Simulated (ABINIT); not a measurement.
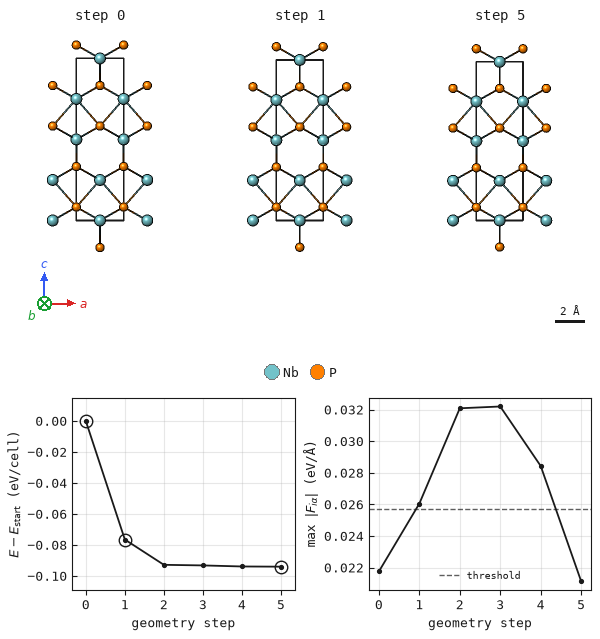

Frames of a relaxation of a crystal of NbP (set up in I4_1md), marked on the history of the run. A ball-and-stick model of the conventional cell (2 times the calculation's cell), seen along the b axis. Lengths and directions refer to the drawn axes.

The run lets cell and atoms move.

The calculation used ABINIT 10.8.3, Kohn-Sham DFT of a periodic cell, LDA, JTH PAW LDA v2.0.

Input
```
# Pseudopotentials
pp_dirpath "./"
pseudos "Nb.LDA_PW-JTH.xml, P.LDA_PW-JTH.xml"

# Structure
acell 3*1.0
rprim
    -3.1651462306     3.1651462306    10.8472323782
     3.1651462306    -3.1651462306    10.8472323782
     3.1651462306     3.1651462306   -10.8472323782
ntypat 2
znucl 41 15
natom 4
typat 1 1 2 2
xred
     0.2498808000     0.7498808000     0.5000000000
     0.4998808000     0.4998808000     0.0000000000
     0.8327477700     0.3327477700     0.5000000000
     0.0827477700     0.0827477700     0.0000000000
chkprim 0
chksymtnons 0
tolsym 1.0e-6

# Plane-wave basis
ecut 20.0
pawecutdg 40.0

# k points
kptopt 1
ngkpt 7 7 7
nshiftk 1
shiftk 0.0 0.0 0.0

# Exchange and correlation
ixc 7

# Bands and occupations
nband 22
occopt 3
tsmear 0.00183747

# SCF cycle
nstep 100
tolvrs 1.0e-9

# Output
iomode 3
prtwf 0
prtden 0
prteig 0
prtebands 0
enunit 2

# Relaxation
ionmov 2
ntime 60
tolmxf 0.0005
optcell 2
dilatmx 1.08
ecutsm 0.5
```

Launched with:
```bash
abinit run.abi > log 2>&1
```

### Describe the path.

No atom moves by more than 0.005 Å relative to the cell. Cell: a = b 3.350 → 3.304 Å (−1.4 %), c 11.480 → 11.238 Å (−2.1 %). Volume −4.8 %. Some distances before and after: Nb–Nb 3.323 → 3.259 Å, Nb–P 2.553 → 2.513 Å. The space group stays I4_1md (No. 109). After 5 geometry steps the energy has fallen by 94.0 meV per cell of the calculation. Largest force component: 0.022 eV/Å at the start, 0.021 eV/Å at the end. Pressure: −9.30 GPa at the start and −0.10 GPa at the end. From step 0 to 1: volume −2.8 %, energy −76.5 meV per cell of the calculation. From step 1 to 5: volume −2.0 %, energy −17.5 meV per cell of the calculation.

```tsv
step	E − E(0), meV/atom	largest force component, eV/Å	pressure, GPa	volume, Å³/atom
0	0.00	0.0218	-9.30	16.103
1	-19.11	0.0261	-4.06	15.649
2	-23.19	0.0321	0.27	15.319
3	-23.29	0.0322	0.04	15.334
4	-23.46	0.0284	-0.21	15.345
5	-23.49	0.0211	-0.10	15.335
```
